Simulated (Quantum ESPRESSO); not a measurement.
# AlN (F-43m): how pressure shifts the optical phonon

By how much does an optical zone-centre mode of AlN (F-43m) shift under hydrostatic pressure?

Program: Quantum ESPRESSO 7.5. Level of theory: DFT LDA, scalar-relativistic, plane waves, PseudoDojo norm-conserving pseudopotentials. Results are calculated unless marked as measured.

## 1. The relaxed structure

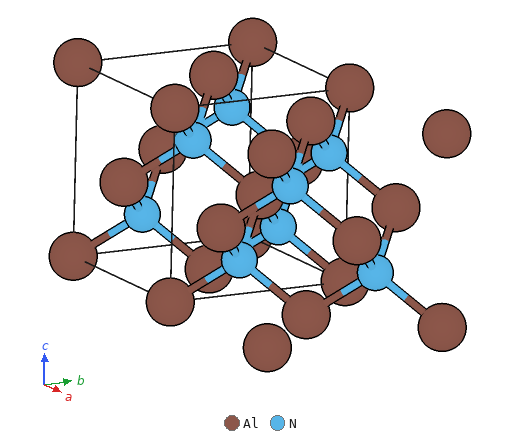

The cell as given, slightly off an axis (aluminium brown, nitrogen blue). 2×1×1 cells are drawn. This picture shows the conventional cell, with its axes. Bonds to atoms that aren't drawn are left out. Some periodic images of atoms are drawn too.

Coordinates:

```
Al N
1.0
    -2.16650    0.00000    2.16650
     0.00000    2.16650    2.16650
    -2.16650    2.16650    0.00000
Al N
1 1
Cartesian
  0.0000 0.0000 0.0000
  -3.2497 3.2497 3.2497
```

This is the cell after its relaxation at this level of theory, not the database cell from which that began.

## 2. Runs at several volumes

The relaxed cell is scaled uniformly; in this structure symmetry fixes all atoms, so nothing has to be relaxed anew. Each volume gets a ground state and a response at Γ. The mode followed is the highest one without the macroscopic field, of symmetry T2; longitudinal polar modes lie higher. Cutoff 92 Ry, k mesh 12×12×12.

From the response at V/V₀ = 0.97:

The log of the run:

```text
[banners, grids, parts of the stress and lines that vanish by symmetry left out]
Program PHONON v.7.5
     Reading xml data from directory:

[...]
Exchange-correlation= PW
                           (   1   4   0   0   0   0   0)
[...]
kinetic-energy cut-off    =      92.0000  Ry
     charge density cut-off    =     368.0000  Ry
     convergence threshold     =      1.0E-18
[...]
Exchange-correlation= PW
                           (   1   4   0   0   0   0   0)
[...]
q = (   0.0000000   0.0000000   0.0000000 )
     25 Sym.Ops. (with q -> -q+G )
     G cutoff =  306.2061  (  16049 G-vectors)     FFT grid: ( 36, 36, 36)
     number of k points=    72
[...]
Mode symmetry, T_d (-43m)  point group:
[...]
Dielectric constant
[...]
End of electric fields calculation
          Dielectric constant in cartesian axis
          (       4.440287295      -0.000000000      -0.000000000 )
          (      -0.000000000       4.440287295       0.000000000 )
          (      -0.000000000       0.000000000       4.440287295 )
          Effective charges (d Force / dE) in cartesian axis without acoustic sum rule applied (asr)
           atom    1  Al    Mean Z*:        2.52466
      Ex  (        2.52466       -0.00000       -0.00000 )
      Ey  (        0.00000        2.52466        0.00000 )
      Ez  (       -0.00000       -0.00000        2.52466 )
           atom    2  N     Mean Z*:       -2.52450
      Ex  (       -2.52450       -0.00000       -0.00000 )
      Ey  (       -0.00000       -2.52450        0.00000 )
      Ez  (       -0.00000        0.00000       -2.52450 )
          Effective charges Sum: Mean:        0.00015
[...]
Effective charges (d Force / dE) in cartesian axis with asr applied:
           atom    1  Al    Mean Z*:        2.52458
[...]
atom    2  N     Mean Z*:       -2.52458
[...]
Representation #   1 modes #   1   2   3
[...]
End of self-consistent calculation
     Convergence has been achieved
     Representation #   2 modes #   4   5   6
[...]
End of self-consistent calculation
     Convergence has been achieved
[...]
Dielectric constant in cartesian axis
          (       4.440287295      -0.000000000      -0.000000000 )
          (      -0.000000000       4.440287295       0.000000000 )
          (      -0.000000000       0.000000000       4.440287295 )
          Effective charges (d Force / dE) in cartesian axis without acoustic sum rule applied (asr)
           atom    1  Al    Mean Z*:        2.52466
      Ex  (        2.52466       -0.00000       -0.00000 )
      Ey  (        0.00000        2.52466        0.00000 )
      Ez  (       -0.00000       -0.00000        2.52466 )
           atom    2  N     Mean Z*:       -2.52450
      Ex  (       -2.52450       -0.00000       -0.00000 )
      Ey  (       -0.00000       -2.52450        0.00000 )
      Ez  (       -0.00000        0.00000       -2.52450 )
          Effective charges Sum: Mean:        0.00015
[...]
Effective charges (d Force / dE) in cartesian axis with asr applied:
           atom    1  Al    Mean Z*:        2.52458
[...]
atom    2  N     Mean Z*:       -2.52458
[...]
q = (    0.000000000   0.000000000   0.000000000 )
[...]
freq (    1) =       0.031025 [THz] =       1.034870 [cm-1]
     freq (    2) =       0.031025 [THz] =       1.034870 [cm-1]
     freq (    3) =       0.031025 [THz] =       1.034870 [cm-1]
     freq (    4) =      20.953962 [THz] =     698.948951 [cm-1]
     freq (    5) =      20.953962 [THz] =     698.948951 [cm-1]
     freq (    6) =      20.953962 [THz] =     698.948951 [cm-1]
[...]
Mode symmetry, T_d (-43m)  point group:
     freq (   1-   3) =          1.0  [cm-1]   --> T_2  G_15 P_4   I+R
     freq (   4-   6) =        698.9  [cm-1]   --> T_2  G_15 P_4   I+R

   JOB DONE.
```

One volume, V/V₀ = 1, is held back as a test.

| V/V₀ | volume (Å³/atom) | pressure (GPa) | ω (cm⁻¹) |
| --- | --- | --- | --- |
| 0.97 | 9.864 | 6.80 | 698.95 |
| 1 | 10.169 | 0.02 | held back |
| 1.03 | 10.474 | -5.85 | 641.61 |

## 3. The fit

The mode Grüneisen parameter is γ = −d ln ω / d ln V.

| ln(V/V₀) | ln ω |
| --- | --- |
| -0.0305 | 6.5496 |
| 0.0296 | 6.4640 |

A straight line through these points has the slope -1.426, so γ = 1.43; at V/V₀ = 1 it predicts ω = exp(6.5061 + 0.0000) = 669.24 cm⁻¹.

A parabola of pressure against ln V through V/V₀ = 0.97, 1 and 1.03 gives the bulk modulus B = −dP/d ln V = 210 GPa at V₀. With ω₀ from the fitted line the pressure coefficient follows as dω/dP = γ ω₀ / B = 1.43 × 669.2 / 210 = 4.54 cm⁻¹/GPa.

## 4. The run that was held back

The log of the run:

```text
[banners, grids, parts of the stress and lines that vanish by symmetry left out]
[banner, memory and clock lines left out]
Program PHONON v.7.5

[...]
Exchange-correlation= PW
                           (   1   4   0   0   0   0   0)
[...]
(   8 q-points):
[...]
kinetic-energy cut-off    =      92.0000  Ry
     charge density cut-off    =     368.0000  Ry
     convergence threshold     =      1.0E-18
[...]
Exchange-correlation= PW
                           (   1   4   0   0   0   0   0)
[...]
q = (   0.0000000   0.0000000   0.0000000 )
     25 Sym.Ops. (with q -> -q+G )
     G cutoff =  312.4875  (  16361 G-vectors)     FFT grid: ( 36, 36, 36)
     number of k points=    72
[...]
Mode symmetry, T_d (-43m)  point group:
[...]
Dielectric constant
[...]
End of electric fields calculation
          Dielectric constant in cartesian axis
          (       4.486926886      -0.000000000       0.000000000 )
          (       0.000000000       4.486926886      -0.000000000 )
          (      -0.000000000      -0.000000000       4.486926886 )
          Effective charges (d Force / dE) in cartesian axis without acoustic sum rule applied (asr)
           atom    1  Al    Mean Z*:        2.52890
      Ex  (        2.52890        0.00000        0.00000 )
      Ey  (        0.00000        2.52890       -0.00000 )
      Ez  (       -0.00000       -0.00000        2.52890 )
           atom    2  N     Mean Z*:       -2.52874
      Ex  (       -2.52874       -0.00000        0.00000 )
      Ey  (       -0.00000       -2.52874       -0.00000 )
[...]
Convergence has been achieved
[...]
q = (    0.000000000  -0.707106781   0.000000000 )
[...]
freq (    5) =      20.241525 [THz] =     675.184610 [cm-1]
     freq (    6) =      21.673730 [THz] =     722.957808 [cm-1]
[...]
Mode symmetry, D_2d (-42m) point group:
     freq (   1-   2) =        341.0  [cm-1]   --> E    X_5  W_3
     freq (   3-   3) =        591.7  [cm-1]   --> B_2  X_3  W_2
     freq (   4-   5) =        675.2  [cm-1]   --> E    X_5  W_3
     freq (   6-   6) =        723.0  [cm-1]   --> A_1  X_1  W_1
[...]
Mode symmetry, S_4 (-4)    point group:
[...]
Convergence has been achieved
[...]
Convergence has been achieved
[...]
Convergence has been achieved
[...]
Convergence has been achieved
     Representation #   5 mode #   5
[...]
End of self-consistent calculation
     Convergence has been achieved
     Representation #   6 mode #   6
[...]
End of self-consistent calculation
     Convergence has been achieved
[...]
q = (   -0.353553391  -0.707106781   0.000000000 )
[...]
freq (    1) =      11.284449 [THz] =     376.408713 [cm-1]
     freq (    2) =      12.665029 [THz] =     422.459893 [cm-1]
     freq (    3) =      15.365954 [THz] =     512.553043 [cm-1]
     freq (    4) =      19.904437 [THz] =     663.940536 [cm-1]
     freq (    5) =      20.390935 [THz] =     680.168394 [cm-1]
     freq (    6) =      21.956609 [THz] =     732.393655 [cm-1]
[...]
Mode symmetry, S_4 (-4)    point group:
     freq (   1-   1) =        376.4  [cm-1]   --> B    W_3
     freq (   2-   2) =        422.5  [cm-1]   --> E    W_4
     freq (   3-   3) =        512.6  [cm-1]   --> E*   W_2
     freq (   4-   4) =        663.9  [cm-1]   --> A    W_1
     freq (   5-   5) =        680.2  [cm-1]   --> E    W_4
     freq (   6-   6) =        732.4  [cm-1]   --> B    W_3
```

It gives 669.49 cm⁻¹ against the predicted 669.24 cm⁻¹, a miss of 0.3 cm⁻¹.

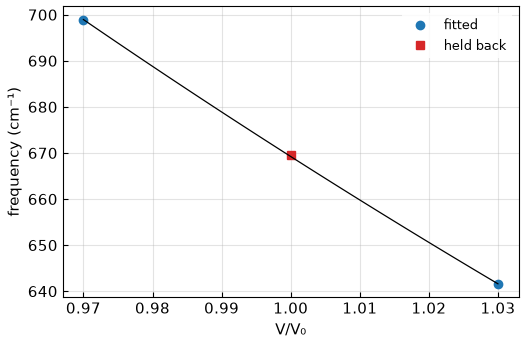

Frequency against volume, with the power-law fit.

## 5. Summary of results

```yaml
mode_grueneisen_parameter: 1.426
bulk_modulus: 210 GPa
pressure_coefficient: 4.54 cm⁻¹/GPa
```

In words: The highest optical mode of AlN (F-43m) without the LO-TO term stiffens by 4.54 cm⁻¹ a GPa near the relaxed volume, with γ = 1.43. The power law meets all 3 runs within 0.04 %; between neighbouring volumes γ runs from 1.41 to 1.44. Such a coefficient turns a measured shift of this mode into a hydrostatic stress; uniaxial or biaxial stress splits the mode and needs deformation potentials. These are harmonic values at zero temperature for the structure held cubic, which a run at Γ can't show to be stable; the bulk modulus rests on three points.

[Host names and launcher messages were left out of these logs when they were recorded.]

[Logs are printed without paths, hosts, clocks, repeated set-up lines and the standing remarks that a program may print on its own settings, such as how far it seeks lower states.]

[Hosts, paths, dates, database ids (printed as entryN), source tags and the programs' standing remarks are cut or masked in the printed files.]
